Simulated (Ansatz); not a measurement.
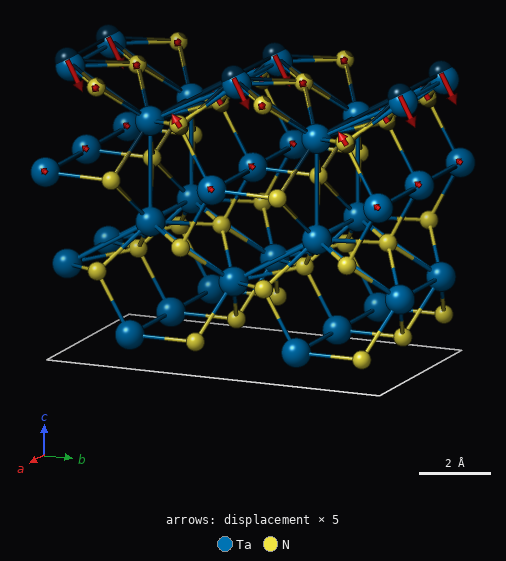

A constrained relaxation of a slab of composition TaN (cut from the P-62m phase). The starting structure is drawn faded, the final one solid; red arrows show the displacements, magnified 5 times.

Style: ball-and-stick. Shown: the 2 × 2 repeat of the cell, outlined in the plane, without the vacuum, slightly off an axis.

Case: clean slab, lower half held. The slab is the (1 0 0) face of TaN. 6 atoms are held fixed.

The calculation used DFT PBEsol, scalar-relativistic, plane waves, PAW in Ansatz 0.2.0. Set-up: plane-wave cutoff 420 eV; k-point mesh 10 × 6 × 1; occupations gaussian; smearing width 0.1 eV; no spin polarisation; dipole correction; atoms relaxed in a fixed cell; force threshold 0.03 eV/Å; at most 70 steps.

### What did the optimiser do to the structure, and how much energy did it gain?

Over 5 geometry steps the energy falls by 0.406 eV per cell of the calculation. The largest force component goes from 2.4 to 0.0043 eV/Å. A Ta atom moves most: 0.21 Å at 28° to the normal (−c side). By element the largest moves are Ta 0.21 Å, N 0.10 Å. The cell doesn't change. Some distances before and after: Ta–Ta 3.322 → 3.142 Å, Ta–Ta 2.990 → 2.821 Å, N–Ta 2.153 → 2.050 Å, N–Ta 2.037 → 2.094 Å. Among the angles between lasting bonds that change: Ta–N–Ta 150.3° → 161.3°, Ta–N–Ta 104.9° → 97.1°, Ta–N–Ta 84.5° → 89.9°.
